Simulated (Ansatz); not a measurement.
The calculation's input:

```
crystal:
  lattice:
    - [5.8164988178, 0.0, 0.0]
    - [0.0, 5.8164988178, 0.0]
    - [0.0, 0.0, 3.0358862423]
  atoms:
    - { symbol: Mg, position: [0.0, 0.5, 0.0] }
    - { symbol: Mg, position: [0.5, 0.0, 0.0] }
    - { symbol: Mg, position: [0.0, 0.0, 0.0] }
    - { symbol: Se, position: [0.5, 0.5, 0.0] }
basis:
  ecutwfc: 420
kpoints:
  mp_grid: { grid: [8, 8, 16] }
hamiltonian:
  xc: pbe
scf:
  occupations: { method: gaussian, width: 0.1 }
output:
  forces: true
  stress: true
  eigenvalues: true
  write_density: true
  write_potential: true
  elf: true
  volumetric_format: npy
relax:
  adjacent_minimum: "off"
  f_tol: 0.01
  max_steps: 80
  cell: { stress_tol: 0.05 }
```

Run with:

```sh
ansatz run input.yaml --threads 1 --pin off --max-ram 2048MiB --backend cpu --events-out ev --progress --plain --runs-dir out
```

Below, planes, directions and counts refer to the conventional cell (a = 5.86 Å, b = 5.86 Å, c = 2.94 Å, α = 90.00°, β = 90.00°, γ = 90.00°).

The fields are those of the run's last geometry, not of the input's.

Space group P4/mmm; a structure generated by program, which may or may not match a known phase.

Computed with DFT PBE, scalar-relativistic, plane waves, PAW (Ansatz 0.2.0).

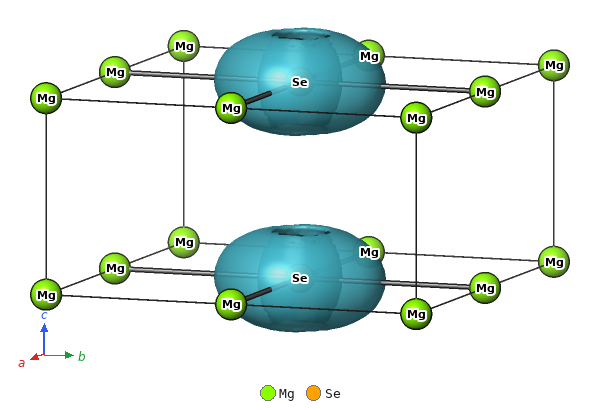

Mg$_{3}$Se. Isosurface of the ELF at 0.75 (cyan), seen slightly off an axis. Only the valence region is drawn (cores and ρ < 0.01 e/Å³ removed). Sticks mark near contacts.

In a PAW calculation such maps are meaningful between the atoms, not at the nuclei.

What do the ELF domains correspond to?

At this value the surface marks out one region wrapped around Se (its valence shell), counted in one cell of 4 atoms. Regions shared between cells count once. Profiles from the grid: Mg–Se (2.93 Å): the ELF is about 0.65 at the midpoint.
